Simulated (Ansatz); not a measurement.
A periodic structure is given below.

```
Ge Fe
1.0
     2.93658    0.00000    0.00000
     0.00000    2.93658    0.00000
     0.00000    0.00000    2.93658
Ge Fe
1 1
Direct
  0.50000 0.50000 0.50000
  0.00000 0.00000 0.00000
```

### Give a crystallographic description of this input.

The material is FeGe. Symmetry: Pm-3m (No. 221), primitive cubic lattice. Prototype: caesium chloride (CsCl, B2) type. The cell has 2 atoms, namely 1 Fe, 1 Ge. The neighbours of Ge are eight Fe in a cubic arrangement at 2.54 Å. Fe is coordinated by eight Ge in a cubic arrangement at 2.54 Å. The bonds build a three-dimensional framework.

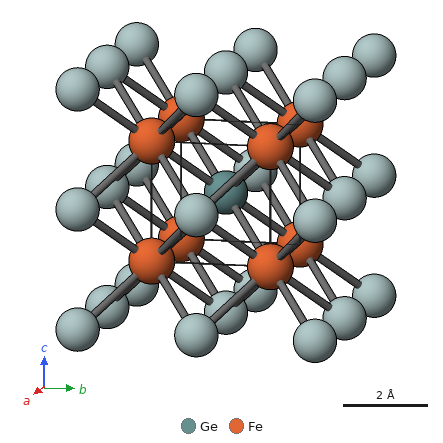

Ball-and-stick representation of a periodic structure, projected slightly off an axis. The box is the conventional unit cell; atoms on or close to its faces, edges and corners are drawn wherever they repeat. Bonds that leave the box are completed with the atoms at their other ends, in fainter colours.

Provenance: a structure listed in the Materials Project, with elements exchanged, so it need not be a known form of the compound. This is the structure after a relaxation with Ansatz 0.2.0, DFT r2SCAN, scalar-relativistic, plane waves, PAW.
